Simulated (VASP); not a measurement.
## Geometry relaxation of BN (part 1 of 3)

BN (P6₃/mmc, 4 atoms in the cell), computed with Kohn-Sham DFT of a periodic cell, LDA, VASP PAW LDA potentials, recommended, no spin polarisation (VASP 6.6.1).

The structure derives from an entry of the Crystallography Open Database.

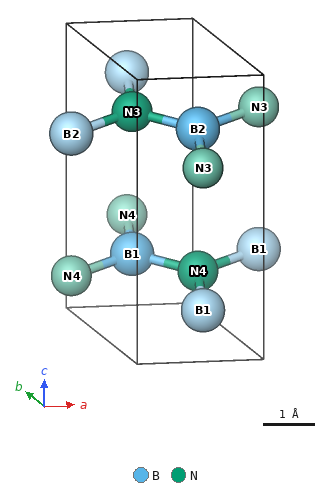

*The structure as given in the input (ball-and-stick view of the cell of the calculation, seen at an oblique angle; neighbours outside the cell are drawn fainter; atoms are numbered from 1 in the order of the input).*

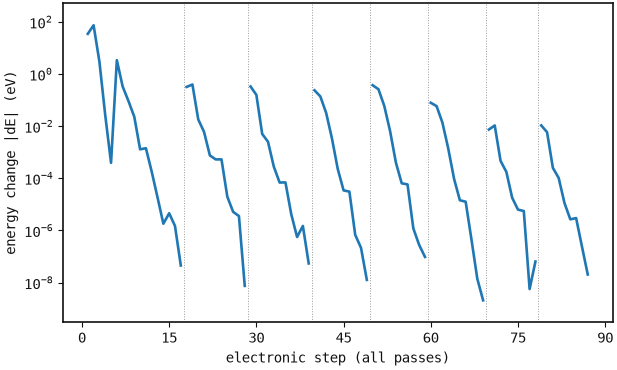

*Convergence of the self-consistent field: energy change |dE| against the electronic step. Each stretch between dotted lines is the SCF of one geometry step of a relaxation.*

The 8 ionic steps take 9 to 17 electronic steps each. The density is held fixed in the first few steps, and dE rises again when its update begins.

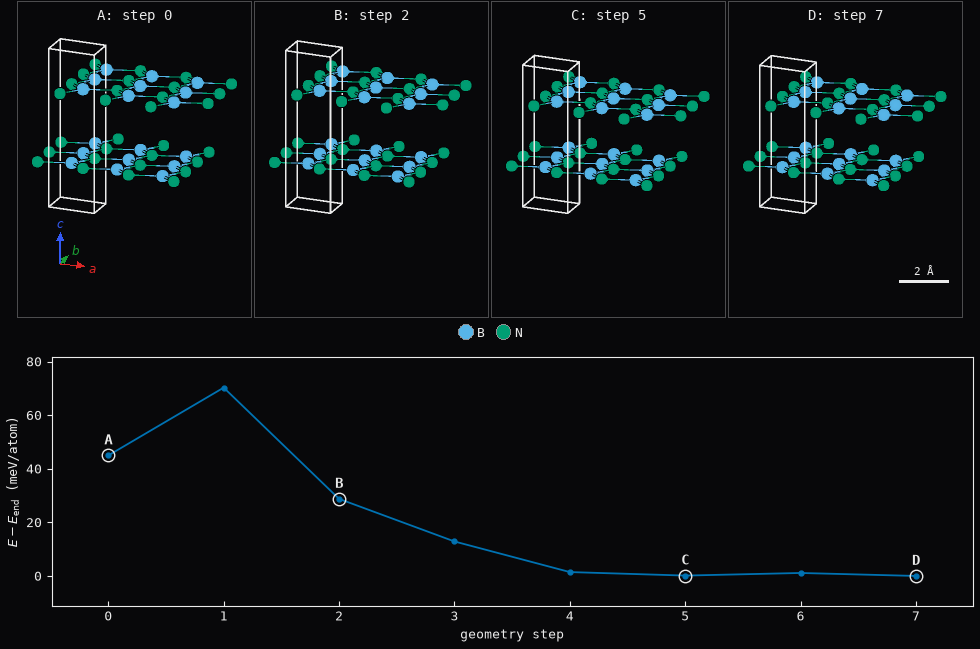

*Frames of the relaxation (ball-and-stick view of the cell of the calculation, repeated 3 × 3 × 1, with bonded neighbours outside it, seen slightly off an axis) above the curves, on which the letters mark them (steps are counted from 0).*

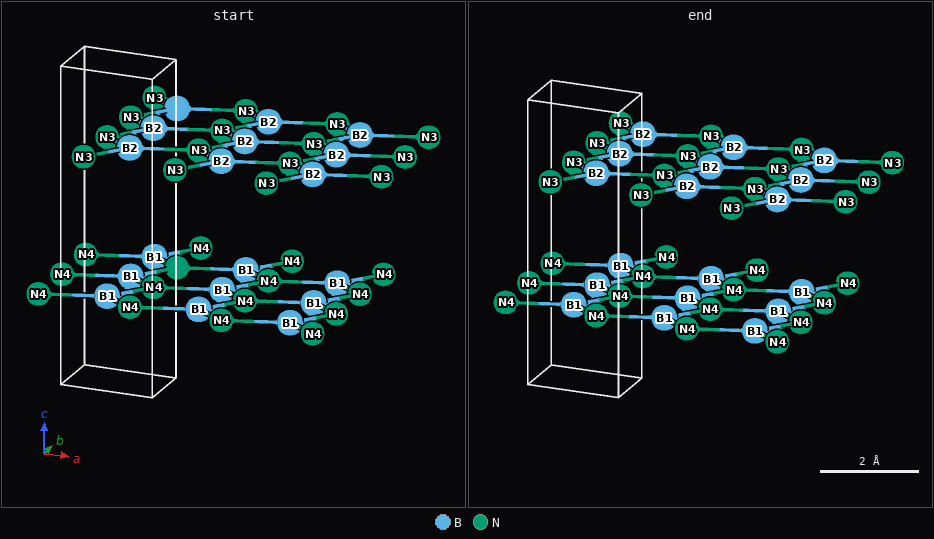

*Before (left) and after (right) the relaxation, at one scale (ball-and-stick view of the cell of the calculation, repeated 3 × 3 × 1, with bonded neighbours outside it, seen slightly off an axis).*

The atoms keep their places relative to the cell (all moves are under 0.005 Å). Cell: a = b 2.498 → 2.475 Å (−0.9 %), c 6.636 → 5.932 Å (−10.6 %). Volume −12.2 %. Distances before and after: B1–N4 1.442 → 1.429 Å. The space group stays P6_3/mmc (No. 194). Over 7 geometry steps the energy falls by 45.0 meV per atom. All forces vanish by symmetry, so only the cell relaxes. (Atoms are counted from 1 in the order of the input.)

The input and output of the run follow.

## INCAR
```
  PREC = Accurate
  ENCUT = 350
  EDIFF = 1E-7
  ISMEAR = 0
  SIGMA = 0.02
  LREAL = False
  LASPH = True
  NELM = 60
  ALGO = Fast
  ISIF = 3
  LWAVE = False
  LCHARG = False
  GGA = CA
  IBRION = 2
  NSW = 80
  EDIFFG = -0.002
```

## KPOINTS
```
regular mesh
0
Gamma
  9 9 4
```

## POSCAR
```
BN
1.0
    2.4982400000      0.0000000000      0.0000000000
   -1.2491200000      2.1635393000      0.0000000000
    0.0000000000      0.0000000000      6.6357000000
B N
2 2
Direct
    0.3333333300      0.6666666700      0.2500000000
    0.6666666700      0.3333333300      0.7500000000
    0.3333333300      0.6666666700      0.7500000000
    0.6666666700      0.3333333300      0.2500000000
```

Command:
```bash
cat potpaw_LDA.64/B/POTCAR potpaw_LDA.64/N/POTCAR > POTCAR
mpirun -np 1 vasp_std > vasp.out
```

## OSZICAR
```
N       E                     dE             d eps       ncg     rms          rms(c)
DAV:   1     0.348109062891E+02    0.34811E+02   -0.68889E+03   880   0.905E+02
DAV:   2    -0.393818856075E+02   -0.74193E+02   -0.66685E+02  1200   0.207E+02
DAV:   3    -0.423853685621E+02   -0.30035E+01   -0.29815E+01  1092   0.437E+01
DAV:   4    -0.424120002458E+02   -0.26632E-01   -0.26608E-01  1072   0.446E+00
DAV:   5    -0.424123924998E+02   -0.39225E-03   -0.39217E-03  1096   0.528E-01    0.110E+01
RMM:   6    -0.390061110152E+02    0.34063E+01   -0.73066E+00   864   0.199E+01    0.508E+00
RMM:   7    -0.386745042981E+02    0.33161E+00   -0.13419E+00   864   0.806E+00    0.311E+00
RMM:   8    -0.385828871122E+02    0.91617E-01   -0.43296E-01   864   0.537E+00    0.855E-01
RMM:   9    -0.385599430377E+02    0.22944E-01   -0.39471E-02   864   0.171E+00    0.241E-01
RMM:  10    -0.385612371133E+02   -0.12941E-02   -0.30482E-02   864   0.128E+00    0.245E-01
RMM:  11    -0.385598115818E+02    0.14255E-02   -0.26663E-03   864   0.428E-01    0.112E-01
RMM:  12    -0.385596334096E+02    0.17817E-03   -0.14585E-03   864   0.299E-01    0.127E-02
RMM:  13    -0.385596517830E+02   -0.18373E-04   -0.17019E-04   864   0.104E-01    0.174E-02
RMM:  14    -0.385596535933E+02   -0.18104E-05   -0.23443E-05   879   0.366E-02    0.172E-02
RMM:  15    -0.385596490372E+02    0.45562E-05   -0.35391E-06   864   0.150E-02    0.921E-03
RMM:  16    -0.385596475499E+02    0.14873E-05   -0.90602E-06   864   0.226E-02    0.903E-04
RMM:  17    -0.385596475951E+02   -0.45188E-07   -0.48334E-07   754   0.566E-03
   1 F= -.38559648E+02 E0= -.38559648E+02  d E =-.385596E+02
       N       E                     dE             d eps       ncg     rms          rms(c)
DAV:   1    -0.388794372922E+02   -0.31979E+00   -0.11254E+01   984   0.379E+01    0.435E+00
RMM:   2    -0.384833646368E+02    0.39607E+00   -0.93616E-01   864   0.838E+00    0.136E+00
RMM:   3    -0.384651931038E+02    0.18172E-01   -0.24347E-01   864   0.388E+00    0.428E-01
RMM:   4    -0.384591787459E+02    0.60144E-02   -0.16099E-02   864   0.123E+00    0.218E-01
RMM:   5    -0.384584232660E+02    0.75548E-03   -0.31855E-03   864   0.516E-01    0.128E-01
RMM:   6    -0.384589537150E+02   -0.53045E-03   -0.27696E-03   864   0.427E-01    0.151E-01
RMM:   7    -0.384584217588E+02    0.53196E-03   -0.12964E-03   864   0.307E-01    0.319E-02
RMM:   8    -0.384584415241E+02   -0.19765E-04   -0.27602E-04   864   0.135E-01    0.217E-02
RMM:   9    -0.384584363448E+02    0.51793E-05   -0.13361E-05   864   0.346E-02    0.118E-02
RMM:  10    -0.384584327907E+02    0.35540E-05   -0.69628E-06   864   0.219E-02    0.324E-03
RMM:  11    -0.384584327833E+02    0.74751E-08   -0.67496E-07   836   0.712E-03
   2 F= -.38458433E+02 E0= -.38458433E+02  d E =0.101215E+00
       N       E                     dE             d eps       ncg     rms          rms(c)
DAV:   1    -0.387905602382E+02   -0.33213E+00   -0.41375E+00   952   0.221E+01    0.273E+00
RMM:   2    -0.386322999502E+02    0.15826E+00   -0.40007E-01   864   0.537E+00    0.747E-01
RMM:   3    -0.386272551574E+02    0.50448E-02   -0.73929E-02   864   0.205E+00    0.262E-01
RMM:   4    -0.386247431659E+02    0.25120E-02   -0.49042E-03   864   0.671E-01    0.118E-01
RMM:   5    -0.386244638424E+02    0.27932E-03   -0.11122E-03   864   0.290E-01    0.657E-02
RMM:   6    -0.386245326337E+02   -0.68791E-04   -0.44944E-04   864   0.173E-01    0.666E-02
RMM:   7    -0.386244630659E+02    0.69568E-04   -0.17212E-04   864   0.114E-01    0.197E-02
RMM:   8    -0.386244672499E+02   -0.41840E-05   -0.33533E-05   864   0.469E-02    0.123E-02
RMM:   9    -0.386244666894E+02    0.56045E-06   -0.23332E-06   856   0.137E-02    0.881E-03
RMM:  10    -0.386244652034E+02    0.14860E-05   -0.39502E-06   863   0.156E-02    0.576E-04
RMM:  11    -0.386244652576E+02   -0.54183E-07   -0.23860E-07   634   0.432E-03
   3 F= -.38624465E+02 E0= -.38624465E+02  d E =-.648177E-01
       N       E                     dE             d eps       ncg     rms          rms(c)
DAV:   1    -0.388621828444E+02   -0.23772E+00   -0.59033E+00   876   0.218E+01    0.194E+00
RMM:   2    -0.387240123566E+02    0.13817E+00   -0.19416E-01   864   0.360E+00    0.858E-01
RMM:   3    -0.386916028129E+02    0.32410E-01   -0.98142E-02   864   0.242E+00    0.310E-01
RMM:   4    -0.386882316725E+02    0.33711E-02   -0.10368E-02   864   0.857E-01    0.892E-02
RMM:   5    -0.386880049653E+02    0.22671E-03   -0.18748E-03   864   0.353E-01    0.370E-02
RMM:   6    -0.386880393598E+02   -0.34394E-04   -0.34397E-04   864   0.150E-01    0.329E-02
RMM:   7    -0.386880085744E+02    0.30785E-04   -0.59513E-05   864   0.682E-02    0.109E-02
RMM:   8    -0.386880078948E+02    0.67957E-06   -0.24018E-05   864   0.400E-02    0.198E-03
RMM:   9    -0.386880081097E+02   -0.21483E-06   -0.41694E-06   865   0.169E-02    0.236E-03
RMM:  10    -0.386880080970E+02    0.12631E-07   -0.47363E-07   706   0.572E-03
   4 F= -.38688008E+02 E0= -.38688008E+02  d E =-.635428E-01
       N       E                     dE             d eps       ncg     rms          rms(c)
DAV:   1    -0.390604024364E+02   -0.37239E+00   -0.11341E+01   864   0.306E+01    0.271E+00
RMM:   2    -0.388003298914E+02    0.26007E+00   -0.37385E-01   864   0.506E+00    0.119E+00
RMM:   3    -0.387405475696E+02    0.59782E-01   -0.18122E-01   864   0.333E+00    0.428E-01
RMM:   4    -0.387340773789E+02    0.64702E-02   -0.18631E-02   864   0.116E+00    0.120E-01
RMM:   5    -0.387336780858E+02    0.39929E-03   -0.32504E-03   864   0.472E-01    0.512E-02
RMM:   6    -0.387337424183E+02   -0.64333E-04   -0.62772E-04   864   0.203E-01    0.452E-02
RMM:   7    -0.387336842243E+02    0.58194E-04   -0.10855E-04   864   0.930E-02    0.151E-02
RMM:   8    -0.387336830352E+02    0.11891E-05   -0.47421E-05   864   0.560E-02    0.340E-03
RMM:   9    -0.387336833127E+02   -0.27750E-06   -0.70752E-06   866   0.220E-02    0.332E-03
RMM:  10    -0.387336832161E+02    0.96608E-07   -0.77361E-07   758   0.730E-03
   5 F= -.38733683E+02 E0= -.38733683E+02  d E =-.109218E+00
       N       E                     dE             d eps       ncg     rms          rms(c)
DAV:   1    -0.388126872942E+02   -0.79004E-01   -0.25539E+00   880   0.145E+01    0.128E+00
RMM:   2    -0.387541310406E+02    0.58556E-01   -0.81139E-02   864   0.237E+00    0.570E-01
RMM:   3    -0.387404236596E+02    0.13707E-01   -0.41749E-02   864   0.160E+00    0.199E-01
RMM:   4    -0.387390245549E+02    0.13991E-02   -0.41534E-03   864   0.554E-01    0.578E-02
RMM:   5    -0.387389278662E+02    0.96689E-04   -0.77151E-04   864   0.229E-01    0.226E-02
RMM:   6    -0.387389422579E+02   -0.14392E-04   -0.14393E-04   864   0.980E-02    0.213E-02
RMM:   7    -0.387389296260E+02    0.12632E-04   -0.23435E-05   864   0.434E-02    0.757E-03
RMM:   8    -0.387389291816E+02    0.44433E-06   -0.12010E-05   864   0.280E-02    0.189E-03
RMM:   9    -0.387389291957E+02   -0.14111E-07   -0.17111E-06   863   0.108E-02    0.170E-03
RMM:  10    -0.387389291936E+02    0.20839E-08   -0.19606E-07   617   0.356E-03
   6 F= -.38738929E+02 E0= -.38738929E+02  d E =-.114464E+00
       N       E                     dE             d eps       ncg     rms          rms(c)
DAV:   1    -0.387463531295E+02   -0.74239E-02   -0.28178E-01   964   0.574E+00    0.685E-01
RMM:   2    -0.387356983498E+02    0.10655E-01   -0.25497E-02   864   0.136E+00    0.198E-01
RMM:   3    -0.387352313590E+02    0.46699E-03   -0.55905E-03   864   0.580E-01    0.680E-02
RMM:   4    -0.387350554717E+02    0.17589E-03   -0.41078E-04   864   0.191E-01    0.295E-02
RMM:   5    -0.387350376095E+02    0.17862E-04   -0.78373E-05   864   0.767E-02    0.160E-02
RMM:   6    -0.387350439038E+02   -0.62943E-05   -0.39027E-05   864   0.500E-02    0.177E-02
RMM:   7    -0.387350383543E+02    0.55495E-05   -0.17225E-05   864   0.352E-02    0.395E-03
RMM:   8    -0.387350383486E+02    0.56418E-08   -0.24106E-06   857   0.128E-02    0.265E-03
RMM:   9    -0.387350382844E+02    0.64237E-07   -0.15869E-07   593   0.357E-03
   7 F= -.38735038E+02 E0= -.38735038E+02  d E =0.389091E-02
       N       E                     dE             d eps       ncg     rms          rms(c)
DAV:   1    -0.387457296656E+02   -0.10691E-01   -0.15382E-01   940   0.421E+00    0.509E-01
RMM:   2    -0.387398508767E+02    0.58788E-02   -0.14255E-02   864   0.101E+00    0.144E-01
RMM:   3    -0.387395991088E+02    0.25177E-03   -0.29701E-03   864   0.420E-01    0.503E-02
RMM:   4    -0.387394962549E+02    0.10285E-03   -0.22173E-04   864   0.139E-01    0.212E-02
RMM:   5    -0.387394850763E+02    0.11179E-04   -0.41719E-05   864   0.555E-02    0.116E-02
RMM:   6    -0.387394877471E+02   -0.26708E-05   -0.18710E-05   864   0.345E-02    0.125E-02
RMM:   7    -0.387394847745E+02    0.29726E-05   -0.86194E-06   864   0.248E-02    0.306E-03
RMM:   8    -0.387394850180E+02   -0.24348E-06   -0.95713E-07   837   0.826E-03    0.191E-03
RMM:   9    -0.387394849976E+02    0.20361E-07   -0.71378E-08   560   0.233E-03
   8 F= -.38739485E+02 E0= -.38739485E+02  d E =-.555804E-03
```

## Parts of OUTCAR
```
PREC = Accurate
   ENCUT = 350
   EDIFF = 1E-7
   ISMEAR = 0
   LREAL = False
   LASPH = True
   NELM = 60
   ISIF = 3
   GGA = CA
   IBRION = 2
   NSW = 80
   EDIFFG = -0.002

 ion  position               nearest neighbor table
   1  0.333  0.667  0.250-   4 1.44   4 1.44   4 1.44
   2  0.667  0.333  0.750-   3 1.44   3 1.44   3 1.44
   3  0.333  0.667  0.750-   2 1.44   2 1.44   2 1.44
   4  0.667  0.333  0.250-   1 1.44   1 1.44   1 1.44

  LATTYP: Found a hexagonal cell.
 ALAT       =     2.4982400000
 C/A-ratio  =     2.6561499296

  Lattice vectors:

 A1 = (   2.4982400000,   0.0000000000,   0.0000000000)
 A2 = (  -1.2491200000,   2.1635393000,   0.0000000000)
 A3 = (   0.0000000000,   0.0000000000,   6.6357000000)

Analysis of symmetry for initial positions (statically):
=====================================================================
 Subroutine PRICEL returns:
 Original cell was already a primitive cell.

 Routine SETGRP: Setting up the symmetry group for a
 hexagonal supercell.

 Subroutine GETGRP returns: Found 24 space group operations
 (whereof 12 operations were pure point group operations)
 out of a pool of 24 trial point group operations.

The static configuration has the point symmetry D_3d.
 The point group associated with its full space group is D_6h.

Analysis of symmetry for dynamics (positions and initial velocities):
=====================================================================
 Subroutine PRICEL returns:
 Original cell was already a primitive cell.

 Routine SETGRP: Setting up the symmetry group for a
 hexagonal supercell.

 Subroutine GETGRP returns: Found 24 space group operations
 (whereof 12 operations were pure point group operations)
 out of a pool of 24 trial point group operations.

The dynamic configuration has the point symmetry D_3d.
 The point group associated with its full space group is D_6h.

 Subroutine INISYM returns: Found 24 space group operations
 (whereof 12 operations are pure point group operations),
 and found     1 'primitive' translations

----------------------------------------------------------------------------------------

                                     Primitive cell

  volume of cell :      35.8662

  direct lattice vectors                    reciprocal lattice vectors
     2.498240000  0.000000000  0.000000000     0.400281798  0.231102805  0.000000000
    -1.249120000  2.163539300  0.000000000     0.000000000  0.462205609  0.000000000
     0.000000000  0.000000000  6.635700000     0.000000000  0.000000000  0.150700002

  length of vectors
     2.498240000  2.498239996  6.635700000     0.462205608  0.462205609  0.150700002

  position of ions in fractional coordinates (direct lattice)
     0.333333330  0.666666670  0.250000000
     0.666666670  0.333333330  0.750000000
     0.333333330  0.666666670  0.750000000
     0.666666670  0.333333330  0.250000000

  ion indices of the primitive-cell ions
   primitive index   ion index
                 1           1
                 2           2
                 3           3
                 4           4

----------------------------------------------------------------------------------------

 KPOINTS: regular mesh
```
